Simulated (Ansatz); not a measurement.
## SiO2: a failed or faulty run and its cure

System: SiO2 (P4₂/mnm, 6 atoms in the cell).
Method of run A: DFT, r2SCAN, plane waves, PAW (Ansatz 0.2.0).

The structure derives from an entry of the Crystallography Open Database. Text and figures count atoms from 1; the logs count them from 0 in places.

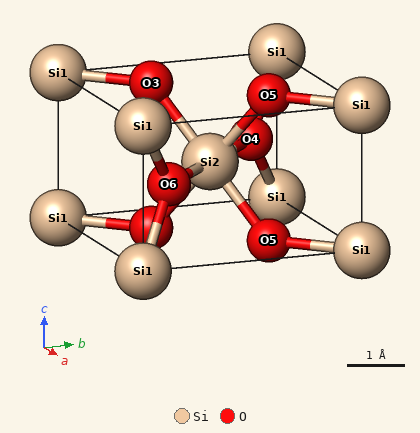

The input geometry (ball-and-stick view of the cell of the calculation, seen slightly off an axis; atoms are numbered from 1 in the order of the input). Near neighbours in the crystal (not all of them lie inside the picture): Si has 6 O at 1.74 to 1.79 Å; O has 3 Si at 1.74 to 1.79 Å.

Input, run A:
```yaml
crystal:
  lattice:
    - [4.14120332, 0.0, 0.0]
    - [0.0, 4.14120332, 0.0]
    - [0.0, 0.0, 2.64246701]
  atoms:
    - { symbol: Si, position: [0.0, 0.0, 0.0] }
    - { symbol: Si, position: [0.5, 0.5, 0.5] }
    - { symbol: O, position: [0.30615, 0.30615, 0.0] }
    - { symbol: O, position: [0.19385, 0.80615, 0.5] }
    - { symbol: O, position: [0.69385, 0.69385, 0.0] }
    - { symbol: O, position: [0.80615, 0.19385, 0.5] }
  symmetry: { tolerance: 0.0003 }
kpoints:
  mp_grid: { grid: [4, 4, 7], shift: [0, 0, 0] }
magnetization:
  spin_polarized: false
scf:
  occupations: { method: fermi_dirac }
  convergence: { dr2_threshold: -1.0e-06 }
  max_iter: 50
hamiltonian:
  pseudopotentials: { kind: paw }
  xc: r2scan
basis:
  ecutwfc: 500
output:
  forces: true
  stress: true
  eigenvalues: true
relax:
  max_steps: 40
  cell: {}
```

Launched with:
```bash
ansatz run input.yaml --threads 1 --pin off --max-ram 2560MiB --backend cpu --events-out ev --progress --plain --runs-dir out
```

Hardware: 1 CPU thread, shared host.

Output (run A):
```
Error: invalid value for `scf.convergence.dr2_threshold`: must be finite and > 0; got -0.000001 eV
```

Question: What should be changed in this input?

Answer: This input holds a deliberate fault: a threshold that can't be met (`scf.convergence.dr2_threshold`). The program refused the input: “invalid value for `scf.convergence.dr2_threshold`: must be finite and > 0; got -0.000001 eV”

A run of the same system that converges differs from this input as follows (lines with − go, lines with + come):
```diff
-  convergence: { dr2_threshold: -1.0e-06 }
-  max_iter: 50
```

Output, shortened to warnings, some set-up lines, iterations and results (run B):
```
Basis set: ecut = 500 eV, 1153 PW (Γ), exchange–correlation on 128×128×80 points (64 copies of the dense FFT grid, shifted against one another)
Symmetry: 16 space group operations
k-points: 24 of 112
Initial density: superposition of atomic densities (neutral atoms: chi_scale 0, normalization atom), corrected by the library's trained network
[...]
SCF iter   1: F=—  HF=-3558.972831 eV  |F-HF|=—  |Δ(HF+E_count)|=         —  Δρ=1.22e-2  dr2=5.95e-2  dr2_τ=5.72e-1  ethr=1.77e-3  ⟨swp⟩=5.8  Hψ=2879  notcnv=0
SCF iter   2: F=—  HF=-3559.287456 eV  |F-HF|=—  |Δ(HF+E_count)|=   3.15e-1  Δρ=6.48e-3  dr2=7.14e-3  dr2_τ=1.55e-3  ethr=1.86e-4  ⟨swp⟩=2.0  Hψ=1206  notcnv=0  defer=42
SCF iter   3: F=—  HF=-3559.288342 eV  |F-HF|=—  |Δ(HF+E_count)|=   8.86e-4  Δρ=1.98e-3  dr2=6.26e-4  dr2_τ=1.11e-4  ethr=2.23e-5  ⟨swp⟩=2.0  Hψ=818  notcnv=0  defer=42
SCF iter   4: F=—  HF=-3559.288397 eV  |F-HF|=—  |Δ(HF+E_count)|=   5.53e-5  Δρ=1.88e-4  dr2=7.15e-6  dr2_τ=1.04e-6  ethr=1.96e-6  ⟨swp⟩=2.0  Hψ=844  notcnv=0  defer=42
SCF iter   5: F=—  HF=-3559.288400 eV  |F-HF|=—  |Δ(HF+E_count)|=   3.03e-6  Δρ=6.09e-5  dr2=1.36e-6  dr2_τ=7.39e-8  ethr=2.23e-8  ⟨swp⟩=2.0  Hψ=817  notcnv=0  defer=42
[... 35 lines ...]
SCF iter   1: F=—  HF=-3559.336962 eV  |F-HF|=—  |Δ(HF+E_count)|=         —  Δρ=2.14e-6  dr2=7.59e-10  dr2_τ=1.37e-10  ethr=1.39e-7  ⟨swp⟩=3.0  Hψ=4318  notcnv=0
SCF iter   2: F=—  HF=-3559.336962 eV  |F-HF|=—  |Δ(HF+E_count)|=   4.88e-8  Δρ=1.04e-6  dr2=2.74e-10  dr2_τ=5.90e-11  ethr=2.37e-12  ⟨swp⟩=3.3  Hψ=1298  notcnv=0
SCF iter   3: F=-3559.336962 eV  HF=-3559.336962 eV  |F-HF|=1.91e-11  |Δ(HF+E_count)|=  3.46e-11  Δρ=5.30e-7  dr2=4.38e-11  dr2_τ=4.31e-12  ethr=1.00e-12  ⟨swp⟩=4.0  Hψ=2419  …
SCF 7 converged in 3 iterations: F = -3559.336962 eV  dr2 = 4.38e-11
relax step   7: F+E_penalty+E_count = -3559.33696211 eV  Δ(F+E_penalty+E_count) = -7.003e-11 eV  max|allowed force component| = 1.167e-4 eV/Å  Δτ_max = 0.0000 Å  P = -0.002 …
basis re-selected at this cell: Δ(F+E_penalty+E_count) = -7.003e-11 eV, ΔP = -0.000 GPa vs the last step (what re-selecting the basis moved, of the pressure what is left beyond the Pulay correction that the steps carried, after the strain that the cell walked since its last selection, with what the …
SCF converged after 3 iterations
Free energy (F): -3559.336962 eV
Harris-Foulkes:  -3559.336962 eV  (|F-HF|=1.91e-11)
Internal energy: -3559.336962 eV  (E = F + TS)
E sigma→0 (E₀):  -3559.336962 eV
Fermi energy:    13.383909 eV
--- Per-component energies (eV) ---
  E_band       = 42.575659
  E_kinetic    = 820.126138
  E_local      = -1224.619185  (includes V_loc(G=0)·N_el)
  E_nonlocal   = 231.723873
  E_hartree    = 437.785438
  E_xc         = -404.026771
  E_vxc        = -533.686264  (∫ρ·V_xc dr)
  E_paw        = -1683.068709  (= ΣΔE_a)
  E_vpaw       = -158.448565  (= ΣTr[D̂ρ^β])
  E_aug_tail   = 0.004655  (compensation charges beyond the density's cutoff)
  E_vtau       = 31.904234  (kinetic-family band-sum trace: ∫τ·v_τ [+ j·A + Jᵃ·Aᵃ] dr)
  E_ewald      = -1736.981770
  E_core_change = -0.280630  (= ΣΔE_core)
  E_smearing   = -0.000000  (= −TS)
  E_closure    = 0.000000  (closes the sum)
  Σ components = -3559.336962   (vs F -3559.336962, Δ=0.00e0)
--- Forces (eV/Å), atoms counted from 1 ---
  atom   1  Si     0.00000000     0.00000000     0.00000000
  atom   2  Si     0.00000000     0.00000000     0.00000000
  atom   3  O      0.00011669     0.00011669     0.00000000
  atom   4  O     -0.00011669     0.00011669     0.00000000
  atom   5  O     -0.00011669    -0.00011669     0.00000000
  atom   6  O      0.00011669    -0.00011669     0.00000000
  max |Σ_I F_I| component: 2.17e-18 eV/Å
--- Stress (GPa, compression-positive) ---
       -0.005769       0.000000       0.000000
        0.000000      -0.005769       0.000000
        0.000000       0.000000       0.006424
  P = ⅓ Tr σ = -0.0017 GPa (-0.017 kbar)
--- Relaxed structure (5 steps of the walk, 5 accepted, 2 SCFs on fresh bases) ---
  F+E_penalty+E_count = -3559.33696211 eV   max|allowed force component| = 1.167e-4 eV/Å   (the final SCF, on the basis selected at the relaxed cell)
  cell:  # Å, volume = 46.7470 Å³
    - [4.185214431743323, 8.913323831562198e-34, 0.0]
    - [8.913323831562198e-34, 4.185214431743323, 0.0]
    - [0.0, 0.0, 2.668812384413891]
[...]
```

The two runs side by side:

| quantity | run A | run B |
| --- | --- | --- |
| outcome | refused | converged |
| free energy per atom (eV) | – | −593.2228 |
| gap on the mesh (eV) | – | 6.51 |
| pressure (GPa) | – | 0.00 |
| volume per atom (Å³) | – | 7.79 |
| largest force (eV/Å) | – | 0.000 |
| SCF iterations | – | 31 |
| irreducible k-points | – | 24 |
